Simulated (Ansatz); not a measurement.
A series of calculations on SnS2

## 1. Relaxation

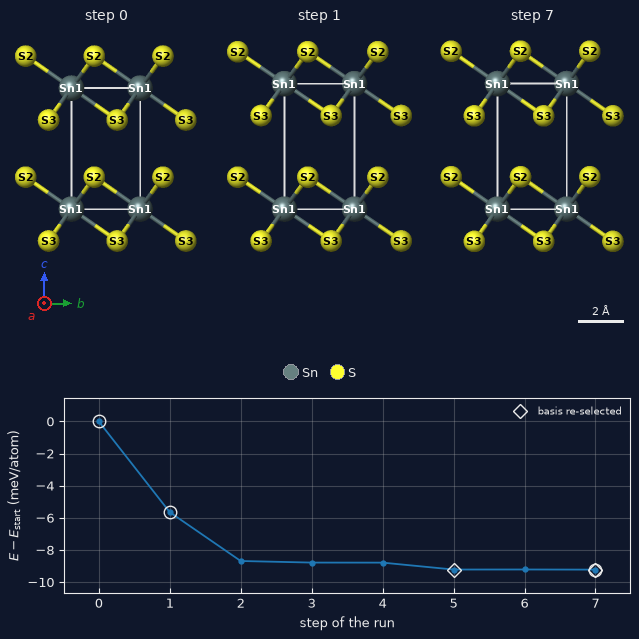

Frames of a relaxation of crystalline SnS2 (set up in P-3m1), marked on the history of the run. Style: ball-and-stick. Shown: the cell of the calculation, along the a axis.

Level of theory: DFT LDA, scalar-relativistic, plane waves, PAW (Ansatz). Settings: plane-wave cutoff 420 eV; k-point mesh 12 × 12 × 6; occupations gaussian; smearing width 0.02 eV; no spin polarisation; cell and atoms relaxed; force threshold 0.005 eV/Å; at most 80 steps.

What happens along the run?

Answer. Over 5 accepted moves (7 points after the start) the energy falls by 9.2 meV per atom. Largest force component: 0.26 eV/Å at the start, 0.0003 eV/Å at the end. The pressure goes from 3.49 to 0.00 GPa. At 2 points the geometry stayed and the basis and grid were re-selected for the new cell (energy shift of 0.4 meV per atom at most each time). The largest moves relative to the cell, 0.037 Å, are those of S2 and S3. S2 goes along −c. Sn stays in place. The volume changes by +5.7 %, with a = b 3.598 → 3.632 Å (+0.9 %), c 5.494 → 5.699 Å (+3.7 %). Near-neighbour distances that change, for instance: Sn1–S2 2.533 → 2.559 Å. The space group stays P-3m1 (No. 164). From step 0 to 1: S atoms move most (0.05 Å), volume +8.0 %, energy −5.6 meV per atom. From step 1 to 7: S atoms move most (0.02 Å), volume −2.2 %, energy −3.6 meV per atom.

```
step  E − E(0), meV/atom  largest force component, eV/Å  pressure, GPa  volume, Å³/atom                      note
   0                0.00                         0.2635           3.49           20.535                          
   1               -5.64                         0.0582          -1.10           22.185                          
   2               -8.68                         0.0241          -0.24           21.680                          
   3               -8.78                         0.0006           0.01           21.653                          
   4               -8.78                         0.0023           0.03           21.677                          
   5               -9.21                         0.0012           0.03           21.677  same geometry, new basis
   6               -9.21                         0.0003           0.00           21.704                          
   7               -9.22                         0.0003           0.00           21.704  same geometry, new basis
```

## 2. Relaxation

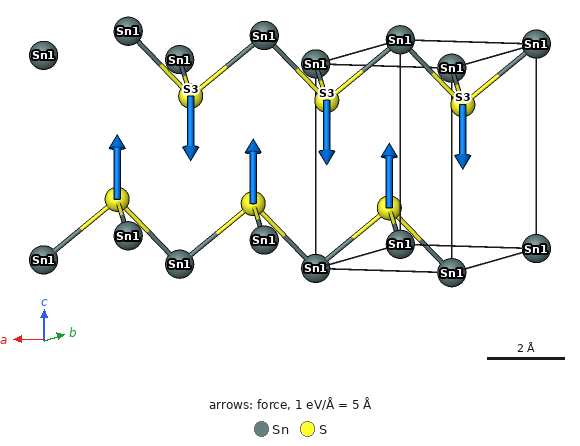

Starting geometry of solid SnS$_{2}$ (set up in P-3m1) with the computed forces as blue arrows. Style: ball-and-stick. Shown: the cell of the calculation, repeated 3 × 1 × 1 with one cell outlined, from a free direction.

Computed with DFT PBEsol, scalar-relativistic, plane waves, PAW (Ansatz). Settings: plane-wave cutoff 420 eV; k-point mesh 12 × 12 × 6; occupations gaussian; smearing width 0.02 eV; no spin polarisation; cell and atoms relaxed; force threshold 0.005 eV/Å; at most 80 steps.

Q: Is this structure relaxed? If not, where do the atoms go?

A: It isn't relaxed: the largest force vector, on S atoms, is 0.35 eV/Å. Measured relative to the changing cell, the final displacements run against the starting forces (cosine between the two patterns −1.00). The largest moves relative to the cell, 0.13 Å, are those of S atoms. Sn stays in place. The volume changes by +13.6 %, with a = b 3.598 → 3.651 Å (+1.5 %), c 5.494 → 6.059 Å (+10.3 %). Among the contacts that change: S–Sn 2.533 → 2.572 Å. The space group stays P-3m1 (No. 164). Over 7 accepted moves (9 points after the start) the energy falls by 28.9 meV per atom. Largest force component: 0.35 eV/Å at the start, 0.00037 eV/Å at the end. Pressure: 5.57 GPa at the start and 0.00 GPa at the end. The SCF was repeated twice at an unchanged geometry on a basis and grid sized afresh for the cell, which shifted the energy by 1.2 meV per atom at most. The run took 21 s on 1 thread of AMD EPYC 9R45 96-Core Processor (Zen 5), on a shared host, peak memory 0.48 GiB.

## 3. Scan

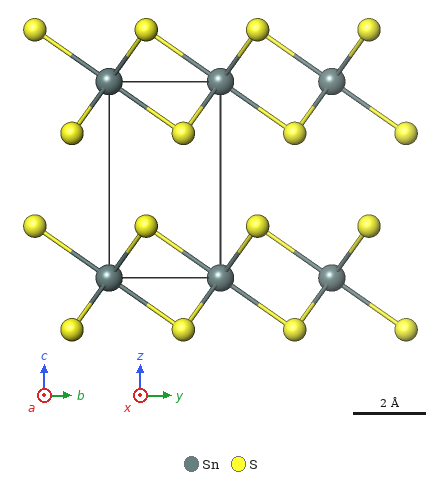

A crystal of SnS₂ (P-3m1): the ratio of the cell's length along z to its lengths across, counted as 1 for the reference, is changed at fixed volume (a c/a path), with the atoms kept at their fractional coordinates. x, y and z are the Cartesian axes of the input. The picture shows the reference cell. The picture is a ball-and-stick view of the cell of the calculation, repeated 1 × 2 × 1 with one cell outlined, seen along the a axis.

Computed with DFT r2SCAN, scalar-relativistic, plane waves, PAW (Ansatz). (plane-wave cutoff 500 eV; k-point mesh 12 × 12 × 6; occupations gaussian; smearing width 0.05 eV; no spin polarisation). Energies (free energies at the smearing named) are counted from the cell as listed in its source, which wasn't relaxed.

The input:
```yaml
crystal:
  lattice:
    - [3.5983003419, 0.0, 0.0]
    - [-1.7991501709, 3.1162195065, 0.0]
    - [0.0, 0.0, 5.494]
  atoms:
    - { symbol: Sn, position: [0.0, 0.0, 0.0] }
    - { symbol: S, position: [0.6666666667, 0.3333333333, 0.2639] }
    - { symbol: S, position: [0.3333333333, 0.6666666667, 0.7361] }
basis:
  ecutwfc: 500
kpoints:
  mp_grid: { grid: [12, 12, 6] }
hamiltonian:
  xc: r2scan
scf:
  occupations: { method: gaussian, width: 0.05 }
output:
  forces: true
  stress: true
  eigenvalues: true
```

Run as
```bash
ansatz run input.yaml --threads 1 --pin off --max-ram 2560MiB --backend cpu --events-out ev --progress --plain --runs-dir out
```

What energies does the calculation give (the relative ratio: 0.80, 0.85, 0.92, 0.96, 1.00, 1.05, 1.10, 1.20, 1.30)?

| axial ratio over its reference value | E − E(ref) (meV/atom) |
| --- | --- |
| 0.80 | 134 |
| 0.85 | 80 |
| 0.92 | 25 |
| 0.96 | 7 |
| 1.00 | 0 |
| 1.05 | 9 |
| 1.10 | 38 |
| 1.20 | 159 |
| 1.30 | 361 |

Of the computed points the lowest is at the relative ratio 1.00, 0 meV/atom. The end points stand at 134 meV/atom (0.80) and 361 meV/atom (1.30). The unrelaxed reference is under a pressure of 7.1 GPa. The distortion keeps the space group P-3m1. At the relative ratio 1.30 the cell of the drawing goes a 3.598 → 3.297 Å, b 3.598 → 3.297 Å, c 5.494 → 6.544 Å.
